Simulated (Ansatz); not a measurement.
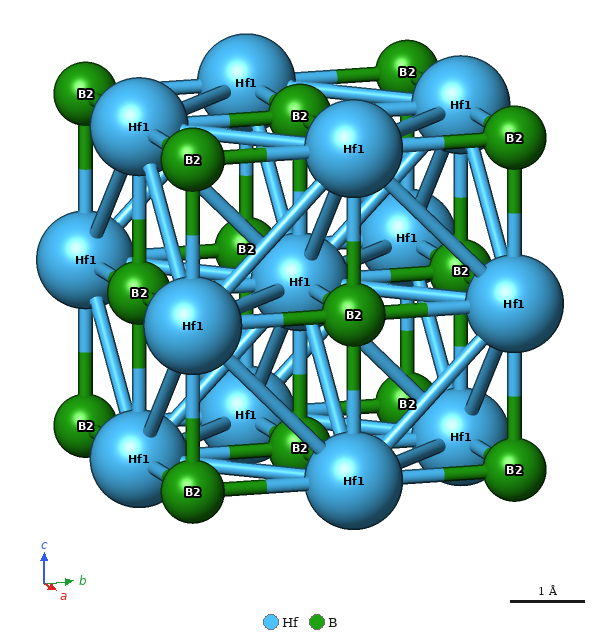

This is a symmetric starting cell of HfB. A ball-and-stick model of the conventional cell (4 times the calculation's cell), seen slightly off an axis. Lengths and directions refer to the drawn axes.

Level of theory: DFT PBEsol, scalar-relativistic, plane waves, PAW (Ansatz). Settings: plane-wave cutoff 420 eV; k-point mesh 14 × 14 × 14; occupations gaussian; smearing width 0.1 eV; no spin polarisation.

Now this is done to it. The cell is strained by +2.4 % along a and −3.6 % across it (volume −4.9 %), the atoms keeping their fractional coordinates. No relaxation follows. The starting cell wasn't computed here and needn't be at equilibrium, so pressure and forces aren't due to the change alone.

What is the effect?

Answer. The pressure is 39.1 GPa (not all of it need come from the change, since the unchanged cell can be under pressure at this level too). The principal stresses (compression positive) are 16.2 GPa along a and 50.6 GPa across it. All forces vanish by symmetry. Among the bonded contacts that change: Hf–Hf 3.267 → 3.149 to 3.248 Å, B–Hf 2.310 → 2.226 to 2.365 Å. The space group (tolerance 0.01 Å) goes from Fm-3m (No. 225) to I4/mmm (No. 139).

The changed structure in the same view:

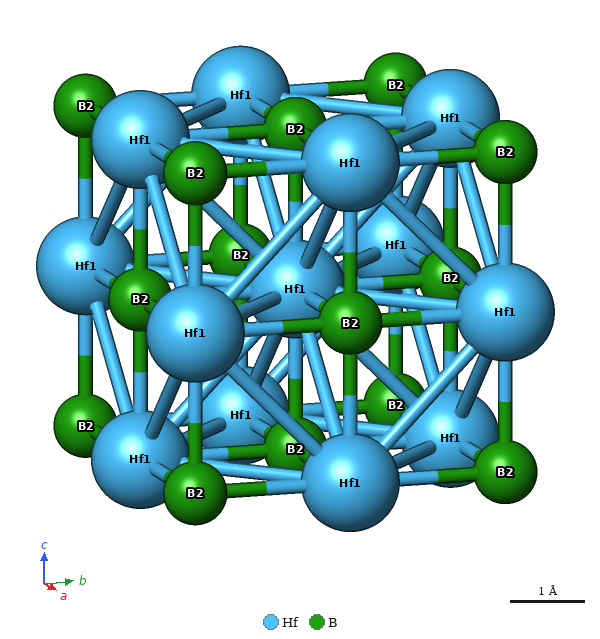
